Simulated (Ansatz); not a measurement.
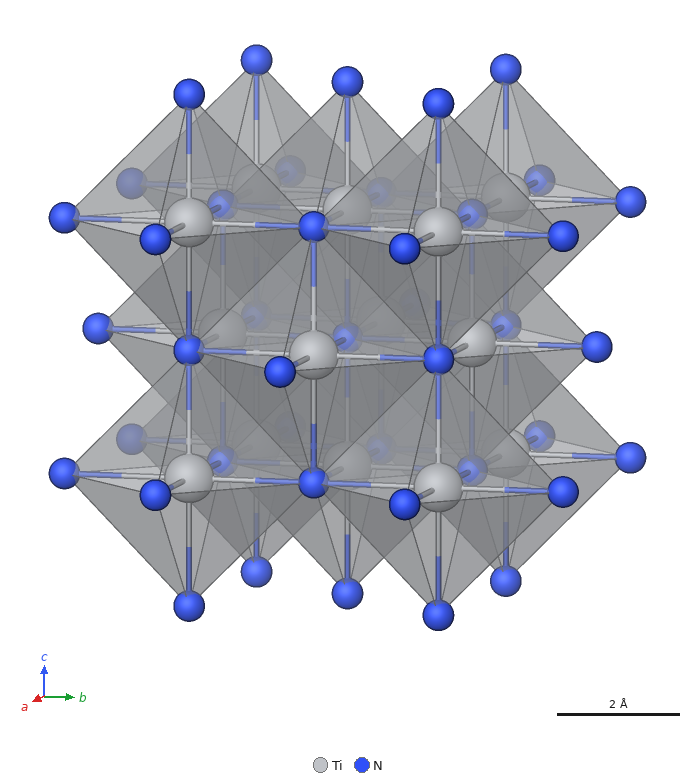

**Figure 1.** The starting structure (polyhedral view of the cell 4 times as large as that of the calculation, set on its symmetry axes, seen slightly off an axis; polyhedra are completed across the faces of the cell). An atom can appear more than once, as a periodic image.

Geometry relaxation, with input and output: TiN

The run: geometry relaxation of TiN (Fm-3m, 2 atoms in the cell). Method and program: DFT PBE, scalar-relativistic, plane waves, PAW, no spin polarisation (Ansatz 0.2.0).

The structure derives from an entry of the Crystallography Open Database.

**Input**
```yaml
crystal:
  lattice:
    - [0.0, 2.119, 2.119]
    - [2.119, 0.0, 2.119]
    - [2.119, 2.119, 0.0]
  atoms:
    - { symbol: Ti, position: [0.0, 0.0, 0.0] }
    - { symbol: "N", position: [0.5, 0.5, 0.5] }
basis:
  ecutwfc: 420
kpoints:
  mp_grid: { grid: [18, 18, 18] }
hamiltonian:
  xc: pbe
scf:
  occupations: { method: gaussian, width: 0.1 }
output:
  forces: true
  stress: true
  eigenvalues: true
relax:
  adjacent_minimum: "off"
  f_tol: 0.005
  max_steps: 80
  cell: { stress_tol: 0.05 }
```

Launched with:
```bash
ansatz run input.yaml --threads 1 --pin off --max-ram 2560MiB --backend cpu --events-out ev --progress --plain --runs-dir out
```

**The program's output**
```
Engine: ansatz 0.2.0, aarch64-unknown-linux-gnu
Pseudopotentials: kind: paw
Pseudopotential: Ti, paw, valence charge 12, recommended cutoff 420 eV (normal), Ti.paw.azcp
Pseudopotential: N, paw, valence charge 5, recommended cutoff 420 eV (normal), N.paw.azcp
Functional definition: PBE
  parameter kappa = 0.804
  parameter beta = 0.06672455060314922
  exchange = pbe_x(kappa = kappa, mu = beta*pi^2/3)
  correlation = pbe_c(beta = beta)
Crystal: 2 atoms, lattice volume = 19.029 Å³
Basis set: ecut = 420 eV, 339 PW (Γ), exchange–correlation on 48×48×48 points (8 copies of the dense FFT grid, shifted against one another)
Bands: 13, of which v1, the nominal top of the filled ones, is band 9 counted from 1 (8 counted from 0)
Symmetry: 48 space group operations
Space group: Fm-3m (ITA 225), of the structure as read, at distance tolerance 2.7e-5 Å
k-points: 195 of 5832
Non-local potential: Ti, projectors of the file, l = 0: 3, l = 1: 2, l = 2: 3, l = 3: 1
Non-local potential: N, projectors of the file, l = 0: 2, l = 1: 2, l = 2: 1
PAW form: soft (Blöchl's): semilocal exchange-correlation on the pseudo side does not see the compensation charge
PAW one-centre angular grid: Ti, 590 points (default); XC on 64 Gauss nodes
PAW one-centre angular grid: N, 110 points (default); XC on 64 Gauss nodes
Initial density: superposition of atomic densities (neutral atoms: chi_scale 0, normalization atom), corrected by the library's trained network
Initial wavefunctions: pseudopotential atomic-orbital guess
Functional: x = pbe(κ = 0.804, μ = 0.2195149727645171), c = pbe(β = 0.06672455060314922)
SCF iter   1: F=—  HF=-2887.109206 eV  |F-HF|=—  |Δ(HF+E_count)|=         —  Δρ=1.76e-3  dr2=3.77e-4  ethr=1.77e-3  ⟨swp⟩=4.4  Hψ=12322  notcnv=0
preconditioner: auto → none  [metal: Δε(μ)=0.038 eV  Ē_g=9.624 eV  σ=0.100 eV  W_gap=0.21  n_scr=8 (ndim 8)  ℏωp=25.5 eV  f_vac=0.000  D(μ)=0.85/eV (n_scr^D=8)  sad-step TF]
SCF iter   2: F=—  HF=-2887.108874 eV  |F-HF|=—  |Δ(HF+E_count)|=   3.32e-4  Δρ=1.06e-3  dr2=1.62e-4  ethr=2.22e-6  ⟨swp⟩=1.3  Hψ=4222  notcnv=0
SCF iter   3: F=—  HF=-2887.108908 eV  |F-HF|=—  |Δ(HF+E_count)|=   3.39e-5  Δρ=1.13e-4  dr2=2.78e-6  ethr=9.51e-7  ⟨swp⟩=2.8  Hψ=3804  notcnv=0
SCF iter   4: F=—  HF=-2887.108907 eV  |F-HF|=—  |Δ(HF+E_count)|=   6.83e-7  Δρ=1.97e-5  dr2=2.74e-8  ethr=1.63e-8  ⟨swp⟩=2.8  Hψ=4055  notcnv=0
iter 5 did not close the SCF: its close was put off for the readings that it lacked (scf_convergence_deferred on its scf_iter line)
SCF iter   5: F=-2887.108907 eV  HF=-2887.108907 eV  |F-HF|=2.05e-9  |Δ(HF+E_count)|=   2.96e-8  Δρ=4.76e-6  dr2=2.76e-9  ethr=1.61e-10  ⟨swp⟩=2.0  Hψ=4145  notcnv=0
SCF iter   6: F=-2887.108907 eV  HF=-2887.108907 eV  |F-HF|=1.68e-11  |Δ(HF+E_count)|=  8.85e-10  Δρ=6.40e-7  dr2=1.92e-11  ethr=1.62e-11  ⟨swp⟩=2.7  Hψ=8175  notcnv=0
SCF 1 converged in 6 iterations: F = -2887.108907 eV  dr2 = 1.92e-11
  greatest PAW one-centre occupation: 0.999 electrons in one spin orbital (limit 2), on the Ti atom at site 0 (counted from 0), in its partial waves of l = 0
relax step   1: F+E_penalty+E_count = -2887.10890690 eV  Δ(F+E_penalty+E_count) = +0.000e0 eV  max|allowed force component| = 7.297e-30 eV/Å  Δτ_max = 0.0000 Å  P = +1.765 GPa  Ω = 19.029 Å³  (6 SCF iters, dr2 threshold 1.00e-7 eV, accepted)
Crystal: 2 atoms, lattice volume = 19.124 Å³
Initial density: handed on by an earlier stage of this run
Initial wavefunctions: those handed on with the density
iter 1 solved again at ethr=1.29e-6 eV; its pass at ethr=3.10e-3 eV (dr2=2.20e-4 eV) is discarded
SCF iter   1: F=—  HF=-2887.109282 eV  |F-HF|=—  |Δ(HF+E_count)|=         —  Δρ=1.02e-3  dr2=2.24e-4  ethr=1.29e-6  ⟨swp⟩=1.0  Hψ=12634  notcnv=0
preconditioner: auto → none  [metal: Δε(μ)=0.037 eV  Ē_g=9.591 eV  σ=0.100 eV  W_gap=0.20  n_scr=8 (ndim 8)  ℏωp=25.5 eV  f_vac=0.000  D(μ)=0.85/eV (n_scr^D=8)]
SCF iter   2: F=—  HF=-2887.109246 eV  |F-HF|=—  |Δ(HF+E_count)|=   3.61e-5  Δρ=3.88e-4  dr2=3.68e-5  ethr=1.29e-6  ⟨swp⟩=1.4  Hψ=2844  notcnv=0
SCF iter   3: F=—  HF=-2887.109240 eV  |F-HF|=—  |Δ(HF+E_count)|=   5.73e-6  Δρ=6.68e-5  dr2=1.10e-6  ethr=2.16e-7  ⟨swp⟩=1.5  Hψ=2665  notcnv=0
iter 4 did not close the SCF: its close was put off for the readings that it lacked (scf_convergence_deferred on its scf_iter line)
SCF iter   4: F=-2887.109240 eV  HF=-2887.109240 eV  |F-HF|=1.01e-9  |Δ(HF+E_count)|=   1.32e-7  Δρ=1.31e-5  dr2=1.22e-8  ethr=6.49e-9  ⟨swp⟩=2.3  Hψ=3169  notcnv=0
iter 5 did not close the SCF: its close was put off for the readings that it lacked (scf_convergence_deferred on its scf_iter line)
SCF iter   5: F=-2887.109240 eV  HF=-2887.109240 eV  |F-HF|=1.99e-10  |Δ(HF+E_count)|=   2.50e-9  Δρ=1.24e-6  dr2=2.52e-10  ethr=7.18e-11  ⟨swp⟩=2.5  Hψ=4105  notcnv=0
SCF iter   6: F=-2887.109240 eV  HF=-2887.109240 eV  |F-HF|=5.46e-12  |Δ(HF+E_count)|=  3.46e-11  Δρ=2.10e-7  dr2=6.54e-12  ethr=1.48e-12  ⟨swp⟩=1.0  Hψ=6667  notcnv=0
SCF 2 converged in 6 iterations: F = -2887.109240 eV  dr2 = 6.54e-12
relax step   2: F+E_penalty+E_count = -2887.10924012 eV  Δ(F+E_penalty+E_count) = -3.332e-4 eV  max|allowed force component| = 2.728e-30 eV/Å  Δτ_max = 0.0000 Å  P = +0.351 GPa  Ω = 19.124 Å³  energy of the carried Pulay correction = -2.876e-4 eV  (6 SCF iters, dr2 threshold 2.00e-7 eV, accepted)
Crystal: 2 atoms, lattice volume = 19.147 Å³
iter 1 solved again at ethr=7.97e-8 eV; its pass at ethr=3.10e-3 eV (dr2=1.36e-5 eV) is discarded
SCF iter   1: F=—  HF=-2887.109195 eV  |F-HF|=—  |Δ(HF+E_count)|=         —  Δρ=2.52e-4  dr2=1.38e-5  ethr=7.97e-8  ⟨swp⟩=1.0  Hψ=12316  notcnv=0
preconditioner: auto → none  [metal: Δε(μ)=0.035 eV  Ē_g=9.587 eV  σ=0.100 eV  W_gap=0.19  n_scr=8 (ndim 8)  ℏωp=25.5 eV  f_vac=0.000  D(μ)=0.86/eV (n_scr^D=8)]
SCF iter   2: F=—  HF=-2887.109195 eV  |F-HF|=—  |Δ(HF+E_count)|=   3.38e-7  Δρ=9.60e-5  dr2=2.26e-6  ethr=7.97e-8  ⟨swp⟩=1.4  Hψ=2848  notcnv=0
iter 3 did not close the SCF: its close was put off for the readings that it lacked (scf_convergence_deferred on its scf_iter line)
SCF iter   3: F=-2887.109194 eV  HF=-2887.109195 eV  |F-HF|=5.42e-8  |Δ(HF+E_count)|=   4.19e-7  Δρ=1.66e-5  dr2=6.83e-8  ethr=1.33e-8  ⟨swp⟩=1.5  Hψ=2662  notcnv=0
iter 4 did not close the SCF: its close was put off for the readings that it lacked (scf_convergence_deferred on its scf_iter line)
SCF iter   4: F=-2887.109194 eV  HF=-2887.109194 eV  |F-HF|=6.46e-11  |Δ(HF+E_count)|=   8.29e-9  Δρ=3.25e-6  dr2=7.53e-10  ethr=4.02e-10  ⟨swp⟩=2.3  Hψ=3170  notcnv=0
iter 5 did not close the SCF: its close was put off for the readings that it lacked (scf_convergence_deferred on its scf_iter line)
SCF iter   5: F=-2887.109194 eV  HF=-2887.109194 eV  |F-HF|=1.14e-11  |Δ(HF+E_count)|=  1.45e-10  Δρ=3.06e-7  dr2=1.54e-11  ethr=4.43e-12  ⟨swp⟩=2.5  Hψ=4093  notcnv=0
SCF iter   6: F=-2887.109194 eV  HF=-2887.109194 eV  |F-HF|=9.09e-13  |Δ(HF+E_count)|=  1.36e-12  Δρ=5.05e-8  dr2=3.79e-13  ethr=1.00e-12  ⟨swp⟩=1.0  Hψ=5850  notcnv=0
SCF 3 converged in 6 iterations: F = -2887.109194 eV  dr2 = 3.79e-13
relax step   3: F+E_penalty+E_count = -2887.10919450 eV  Δ(F+E_penalty+E_count) = +4.562e-5 eV  max|allowed force component| = 1.091e-29 eV/Å  Δτ_max = 0.0000 Å  P = +0.003 GPa  Ω = 19.147 Å³  energy of the carried Pulay correction = -3.593e-4 eV  (6 SCF iters, dr2 threshold 2.00e-7 eV, accepted)
Initial wavefunctions: pseudopotential atomic-orbital guess (no wavefunctions were taken with the density)
iter 1 solved again at ethr=2.19e-9 eV; its pass at ethr=3.10e-3 eV (dr2=3.72e-7 eV) is discarded
SCF iter   1: F=—  HF=-2887.109578 eV  |F-HF|=—  |Δ(HF+E_count)|=         —  Δρ=3.79e-5  dr2=4.72e-8  ethr=2.19e-9  ⟨swp⟩=3.0  Hψ=19142  notcnv=0
preconditioner: auto → none  [metal: Δε(μ)=0.034 eV  Ē_g=9.588 eV  σ=0.100 eV  W_gap=0.19  n_scr=8 (ndim 8)  ℏωp=25.5 eV  f_vac=0.000  D(μ)=0.86/eV (n_scr^D=8)]
SCF iter   2: F=—  HF=-2887.109581 eV  |F-HF|=—  |Δ(HF+E_count)|=   2.71e-6  Δρ=1.79e-5  dr2=7.84e-9  ethr=2.77e-10  ⟨swp⟩=2.0  Hψ=3315  notcnv=0
SCF iter   3: F=—  HF=-2887.109581 eV  |F-HF|=—  |Δ(HF+E_count)|=   2.33e-8  Δρ=2.35e-6  dr2=1.89e-10  ethr=4.61e-11  ⟨swp⟩=2.0  Hψ=3477  notcnv=0
iter 4 did not close the SCF: its close was put off for the readings that it lacked (scf_convergence_deferred on its scf_iter line)
SCF iter   4: F=-2887.109581 eV  HF=-2887.109581 eV  |F-HF|=1.36e-11  |Δ(HF+E_count)|=  4.30e-10  Δρ=4.60e-7  dr2=9.91e-12  ethr=1.11e-12  ⟨swp⟩=2.7  Hψ=4187  notcnv=0
iter 5 did not close the SCF: its close was put off for the readings that it lacked (scf_convergence_deferred on its scf_iter line)
SCF iter   5: F=-2887.109581 eV  HF=-2887.109581 eV  |F-HF|=4.55e-13  |Δ(HF+E_count)|=  1.64e-11  Δρ=4.41e-8  dr2=2.38e-13  ethr=1.00e-12  ⟨swp⟩=1.0  Hψ=2535  notcnv=0
iter 6 did not close the SCF: its close was put off for the readings that it lacked (scf_convergence_deferred on its scf_iter line)
SCF iter   6: F=-2887.109581 eV  HF=-2887.109581 eV  |F-HF|=1.36e-12  |Δ(HF+E_count)|=  4.55e-13  Δρ=4.57e-9  dr2=1.45e-15  ethr=1.00e-12  ⟨swp⟩=1.0  Hψ=2535  notcnv=0
iter 7 did not close the SCF: its close was put off for the readings that it lacked (scf_convergence_deferred on its scf_iter line)
SCF iter   7: F=-2887.109581 eV  HF=-2887.109581 eV  |F-HF|=9.09e-13  |Δ(HF+E_count)|=  9.09e-13  Δρ=7.03e-10  dr2=4.74e-17  ethr=1.00e-12  ⟨swp⟩=1.0  Hψ=2535  notcnv=0
SCF iter   8: F=-2887.109581 eV  HF=-2887.109581 eV  |F-HF|=0.00e0  |Δ(HF+E_count)|=  4.55e-13  Δρ=1.36e-10  dr2=2.68e-18  ethr=1.00e-12  ⟨swp⟩=1.3  Hψ=5953  notcnv=0
SCF 4 converged in 8 iterations: F = -2887.109581 eV  dr2 = 2.68e-18
relax step   4: F+E_penalty+E_count = -2887.10958065 eV  Δ(F+E_penalty+E_count) = -3.862e-4 eV  max|allowed force component| = 2.327e-29 eV/Å  Δτ_max = 0.0000 Å  P = +0.033 GPa  Ω = 19.147 Å³  stress off target by 3.30e-2 GPa  SCF on the basis re-selected at this cell (its energy is not comparable with the rows above)  (8 SCF iters)
```

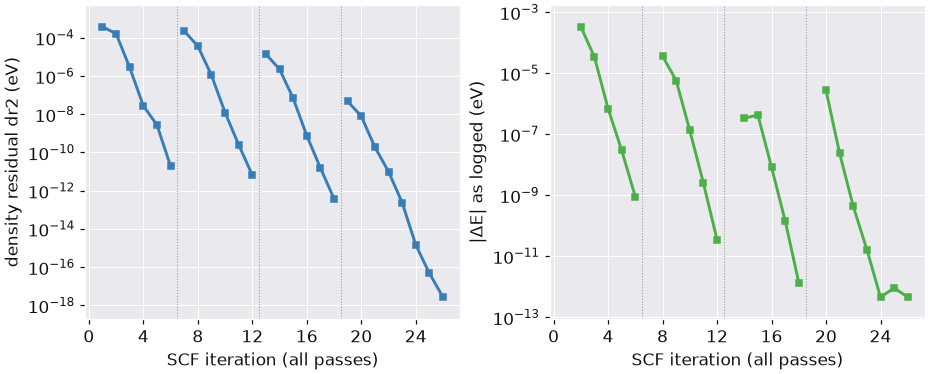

**Figure 2.** Convergence of the self-consistent field: density residual dr2 and size of the energy change against the SCF iteration. The dotted lines part the SCF passes of the relaxation: geometry steps, rejected trials and re-solves on a re-selected basis. The passes take 6, 6, 6 and 8 iterations.

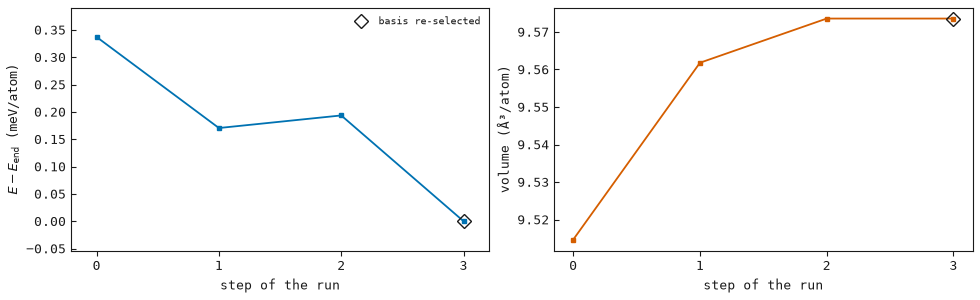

**Figure 3.** Progress of the relaxation, step by step (the first geometry is step 0 here and step 1 in the log). No atom moves by more than 0.005 Å relative to the cell. After 2 geometry steps the energy has fallen by 0.1 meV per atom. All forces vanish by symmetry, so only the cell relaxes. The pressure goes from 1.76 to 0.03 GPa. A last SCF at the same geometry on a re-selected plane-wave basis shifts the energy by −0.2 meV per atom.

```
basis re-selected at this cell: Δ(F+E_penalty+E_count) = -3.862e-4 eV, ΔP = +0.030 GPa vs the last step (what re-selecting the basis moved, of the pressure what is left beyond the Pulay correction that the steps carried, after the strain that the cell walked since its last selection, with what the two solves' SCF thresholds leave and, on support functions, any second-order correction that the steps lacked; it is no measure of the basis error at this ecutwfc). This SCF's stress stands 3.30e-2 GPa from its target on what of the cell is left free (relax.cell.stress_tol is 5.00e-2 GPa) and its largest allowed force component is 2.33e-29 eV/Å (relax.f_tol is 5.00e-3 eV/Å): within both
SCF converged after 8 iterations
Free energy (F): -2887.109581 eV
Harris-Foulkes:  -2887.109581 eV  (|F-HF|=0.00e0)
Internal energy: -2887.105302 eV  (E = F + TS)
E sigma→0 (E₀):  -2887.107441 eV
Entropy (-TS):   -0.004279 eV (-2.139 meV/atom)
Fermi energy:    17.070756 eV
--- Per-component energies (eV) ---
  E_band       = -93.052087
  E_kinetic    = 406.347364
  E_local      = -790.541914  (includes V_loc(G=0)·N_el)
  E_nonlocal   = 51.267394
  E_hartree    = 314.951990
  E_xc         = -159.773954
  E_vxc        = -201.413902  (∫ρ·V_xc dr)
  E_paw        = -1174.003844  (= ΣΔE_a)
  E_vpaw       = -188.615227  (= ΣTr[D̂ρ^β])
  E_aug_tail   = 0.000217  (compensation charges beyond the density's cutoff)
  E_ewald      = -1535.352555
  E_smearing   = -0.004279  (= −TS)
  E_closure    = 0.000000  (closes the sum)
  Σ components = -2887.109581   (vs F -2887.109581, Δ=0.00e0)
--- Forces (eV/Å), atoms counted from 1 ---
  atom   1  Ti    -0.00000000     0.00000000    -0.00000000
  atom   2  N      0.00000000    -0.00000000     0.00000000
  max |Σ_I F_I| component: 3.76e-29 eV/Å
--- Stress (GPa, compression-positive) ---
        0.033018      -0.000000      -0.000000
       -0.000000       0.033018       0.000000
       -0.000000       0.000000       0.033018
  P = ⅓ Tr σ = 0.0330 GPa (0.330 kbar)
--- Band table (eV; the first three rows and the last of 195) ---
  k-point 0: bands = ["-40.7729", "-16.7629", "-16.7629", "-16.7629", "-0.0297", "15.0217", "15.0217", "15.0217", "16.4588", "16.4588", "16.4588", "17.6512", "17.6512"]
  k-point 1: bands = ["-40.7700", "-16.7832", "-16.7646", "-16.7646", "0.0306", "14.6583", "14.7519", "14.7519", "16.5532", "16.5532", "16.6482", "17.9266", "17.9266"]
  k-point 2: bands = ["-40.7617", "-16.8412", "-16.7694", "-16.7694", "0.2069", "13.8774", "14.1893", "14.1893", "16.7539", "16.7539", "16.9671", "18.5819", "18.5819"]
  k-point 194: bands = ["-40.6458", "-17.1587", "-17.1021", "-16.9861", "1.8263", "11.4927", "11.7277", "11.7627", "17.5820", "18.3445", "19.4495", "20.1486", "20.9175"]
--- Relaxed structure (3 steps of the walk, 3 accepted, 1 SCFs on fresh bases) ---
  F+E_penalty+E_count = -2887.10958065 eV   max|allowed force component| = 2.327e-29 eV/Å   (the final SCF, on the basis selected at the relaxed cell)
  cell:  # Å, volume = 19.1472 Å³
    - [6.687675793175463e-34, 2.123365358170958, 2.123365358170958]
    - [2.123365358170958, 5.47752493536276e-34, 2.123365358170958]
    - [2.123365358170958, 2.123365358170958, 1.7196880611022619e-34]
  atoms:
    - { symbol: Ti, position: [-2.366891252244631e-36, 9.467565008972173e-37, 3.0769586279179345e-36] }
    - { symbol: N, position: [0.49999999999999994, 0.49999999999999994, 0.49999999999999994] }
```

**Trajectory as extended XYZ (Å, eV, eV/Å), 4 frames, from step=1 to step=4**
```
2
Lattice="0.0000 2.1190 2.1190 2.1190 0.0000 2.1190 2.1190 2.1190 0.0000" Properties=species:S:1:pos:R:3:forces:R:3 step=1 energy=-2887.10891 pressure_GPa=1.76
Ti    0.0000    0.0000    0.0000    0.0000   0.0000   0.0000
N     2.1190    2.1190    2.1190    0.0000   0.0000   0.0000
2
Lattice="0.0000 2.1225 2.1225 2.1225 0.0000 2.1225 2.1225 2.1225 0.0000" Properties=species:S:1:pos:R:3:forces:R:3 step=2 energy=-2887.10924 pressure_GPa=0.35
Ti    0.0000    0.0000    0.0000    0.0000   0.0000   0.0000
N     2.1225    2.1225    2.1225    0.0000   0.0000   0.0000
2
Lattice="0.0000 2.1234 2.1234 2.1234 0.0000 2.1234 2.1234 2.1234 0.0000" Properties=species:S:1:pos:R:3:forces:R:3 step=3 energy=-2887.10919 pressure_GPa=0.00
Ti    0.0000    0.0000    0.0000    0.0000   0.0000   0.0000
N     2.1234    2.1234    2.1234    0.0000   0.0000   0.0000
2
Lattice="0.0000 2.1234 2.1234 2.1234 0.0000 2.1234 2.1234 2.1234 0.0000" Properties=species:S:1:pos:R:3:forces:R:3 step=4 energy=-2887.10958 pressure_GPa=0.03
Ti    0.0000    0.0000    0.0000    0.0000   0.0000   0.0000
N     2.1234    2.1234    2.1234    0.0000   0.0000   0.0000
```

**Summary**

| quantity | value |
| --- | --- |
| outcome | converged |
| space group (tolerance 0.01 Å) | Fm-3m (225) |
| electrons treated | 17 |
| free energy | −2887.1096 eV |
| Fermi energy | 17.071 eV |
| gap on the k-point mesh | none (metallic) |
| pressure | 0.03 GPa |
| final volume | 19.15 Å³ |
| largest force (length of the vector) at the end | under 0.001 eV/Å |
| final cell | a = 3.003 Å, b = 3.003 Å, c = 3.003 Å, α = 60.00°, β = 60.00°, γ = 60.00° |
| hardware | 1 thread of Arm Neoverse V2, 24 GiB of memory available, shared host |
| wall time | 12 s |
| peak memory | 0.34 GiB |

**Notes**

The cell holds an odd number of electrons but the run has no spin polarisation, so a band is left half filled.
